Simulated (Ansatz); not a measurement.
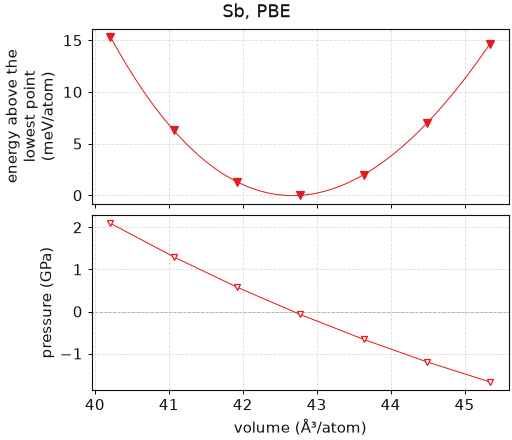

The picture above shows the energy above the lowest point and pressure against volume for Sb, space group Fd-3m (No. 227) (one of a set of cubic test structures, which need not be the stable phase).

Computed with Ansatz 0.2.0 development build: equation of state of a cubic crystal from periodic Kohn-Sham density functional theory without spin, third-order Birch-Murnaghan fit to the free energies; pressure corrected for the finite basis. Level: PBE.

```csv
setting,value
structure type,diamond
atoms in cell,2
space group number,227
lattice centring,face-centred primitive
k mesh,14×14×14
occupation method,Fermi–Dirac
occupation width,0.06123 eV
wave cutoff,700 eV
datasets,hard PAW
density tolerance,1e-09 eV
bands,27
density cutoff ratio,4
search for lower states,default
```

**What equilibrium volume and bulk modulus follow from the curve?**

A third-order Birch–Murnaghan fit gives V0 = 42.68 Å³/atom, B0 = 31.3 GPa and B′ = 4.1.

**How does the pressure vary with volume?**

It falls from 2.097 GPa at volume 40.21 Å³/atom to −1.674 GPa at 45.34 Å³/atom, and changes sign near 42.69 Å³/atom.

Caveats: cubic model structure, not the ambient form.
